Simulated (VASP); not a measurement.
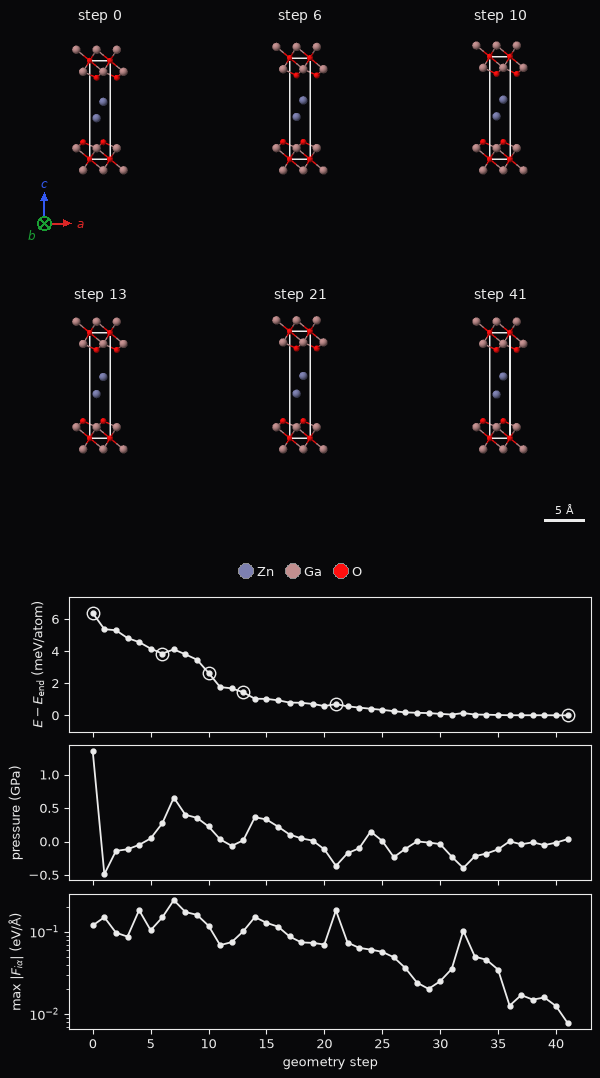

Frames of a relaxation of solid Zn$_{2}$Ga$_{2}$O$_{3}$ (a generated structure, set up in P-3m1), marked on the history of the run. Style: ball-and-stick. Shown: the cell of the calculation, along the b axis.

The run lets cell and atoms move.

Method: VASP 6.6.1, Kohn-Sham DFT of a periodic cell, PBE, VASP PAW PBE potentials, recommended.

The input:
```
ALGO = Normal ; EDIFF = 1E-6
EDIFFG = -0.01 ; ENCUT = 520
GGA = PE ; IBRION = 2
ISIF = 3 ; ISMEAR = 0
KPAR = 4 ; LASPH = T
LCHARG = F ; LREAL = F
LWAVE = F ; NELM = 120
NSW = 90 ; PREC = Accurate
SIGMA = 0.1
```

Command:
```bash
cat potpaw_PBE.64/Zn/POTCAR potpaw_PBE.64/Ga_d/POTCAR potpaw_PBE.64/O/POTCAR > POTCAR
mpirun -np 4 vasp_std > vasp.out
```

**What happens along the run?**

After 41 geometry steps the energy has fallen by 6.4 meV per atom. Largest force component: 0.12 eV/Å at the start, 0.0078 eV/Å at the end. The pressure goes from 1.35 to 0.04 GPa. The largest moves relative to the cell, 0.13 Å, are those of O atoms. Largest moves by element: O 0.13 Å, Ga 0.09 Å, Zn 0.03 Å. The drawn cell changes as follows: a = b 2.996 → 2.980 Å (−0.5 %), c 12.620 → 13.521 Å (+7.1 %); the volume changes by +6.0 %. The space group stays P-3m1 (No. 164). From step 0 to 6: Ga atoms move most (0.02 Å), volume +2.1 %, energy −2.5 meV per atom. From step 6 to 10: O atoms move most (0.04 Å), volume +1.3 %, energy −1.2 meV per atom. From step 10 to 13: O atoms move most (0.08 Å), volume +3.0 %, energy −1.2 meV per atom. From step 13 to 21: Zn atoms move most (0.03 Å), volume +1.2 %, energy −0.7 meV per atom. From step 21 to 41: O atoms move most (0.04 Å), volume −1.7 %, energy −0.7 meV per atom.

Limits of the set-up: layers or molecules are held without a dispersion correction, so their spacing is unreliable.
